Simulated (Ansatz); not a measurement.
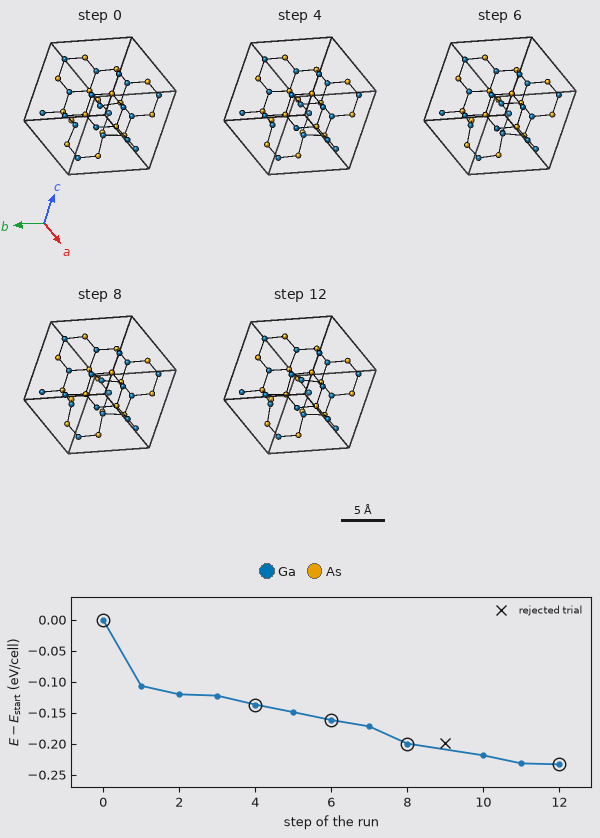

Frames of a relaxation of a defect cell of composition Ga16As15 (cell charge +1), marked on the history of the run. Style: ball-and-stick. Shown: the cell of the calculation (origin shifted), from a free direction.

All numbers below come from DFT PBEsol, scalar-relativistic, plane waves, PAW in Ansatz. Set-up: plane-wave cutoff 420 eV; k-point mesh 2 × 2 × 2; occupations gaussian; smearing width 0.02 eV; mesh shifted by (0.5, 0.5, 0.5); collinear spin; atoms relaxed in a fixed cell; force threshold 0.03 eV/Å; at most 40 steps.

Describe the path.

Answer. The atom that moves furthest is a Ga atom (0.63 Å along +c). By element the largest moves are Ga 0.63 Å, As 0.20 Å. The cell doesn't change. Among the contacts that change: As–Ga 2.506 → 2.617 Å, As–Ga 2.518 → 2.413 Å, As–Ga 2.486 → 2.406 Å, As–Ga 2.533 → 2.496 Å. Among the angles between lasting bonds that change: Ga–As–Ga 114.3° → 97.7°, Ga–As–Ga 113.0° → 97.7°, Ga–As–Ga 114.5° → 99.5°. After 11 accepted moves (12 points after the start) the energy has fallen by 0.233 eV per cell of the calculation. Largest force component: 0.31 eV/Å at the start, 0.019 eV/Å at the end. The line search rejected the trial step at point 9 of the run. The forces were under the threshold at step 2, but the run went on from there. The program noted that the starting moments weren't kept. From step 0 to 4: a Ga atom moves most (0.32 Å), energy −0.137 eV per cell of the calculation. From step 4 to 6: a Ga atom moves most (0.27 Å), energy −25.0 meV per cell of the calculation. From step 6 to 8: a Ga atom moves most (0.25 Å), energy −38.0 meV per cell of the calculation. From step 8 to 12: a Ga atom moves most (0.22 Å), energy −33.5 meV per cell of the calculation.

```tsv
step	E − E(0), meV/atom	largest force component, eV/Å	note
0	0.00	0.3111	
1	-3.43	0.0902	
2	-3.87	0.0276	
3	-3.94	0.0394	
4	-4.41	0.1159	
5	-4.80	0.1299	
6	-5.21	0.0756	
7	-5.54	0.0769	
8	-6.44	0.0888	
9	-6.39	0.2070	rejected
10	-7.05	0.0639	
11	-7.47	0.0352	
12	-7.52	0.0194
```

Limits of the set-up: the cell is charged, on a uniform background, and energies carry no finite-size correction.
